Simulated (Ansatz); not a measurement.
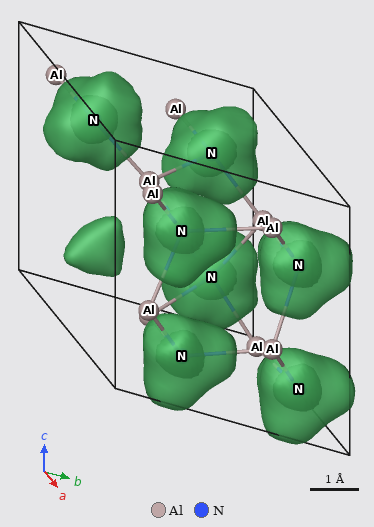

The picture shows: Al$_{8}$N$_{7}$ (cell charge +2, with a compensating background) (cell with a defect). Isosurface of the ELF at 0.75 (green), seen at an oblique angle. Only the valence region is drawn (cores and ρ < 0.01 e/Å³ removed). Sticks mark near contacts.

Spin-polarised.

Computed with DFT PBE, scalar-relativistic, plane waves, PAW in Ansatz 0.2.0.

In a PAW calculation such maps are meaningful between the atoms, not at the nuclei.

Q: Where are the electrons localised?

A: The ELF exceeds this value in seven regions on N in which the atom's valence shell and bonds are merged and one pocket between the atoms, centred on no nucleus (multi-centre or interstitial), counted in one cell of 15 atoms. Any copies at cell faces, edges or corners count once.

Values along the shortest contacts:
Al–N (1.84 Å): the ELF peaks at about 0.90 in the valence shell of N, 0.7 Å from its nucleus, and is about 0.85 at the midpoint. Al–N (1.89 Å): the ELF peaks at about 0.90 in the valence shell of N, 0.8 Å from its nucleus, and is about 0.85 at the midpoint.

Q: Metal or insulator at this level of theory?

A: It is metallic or semimetallic at this level of theory: no gap opens.
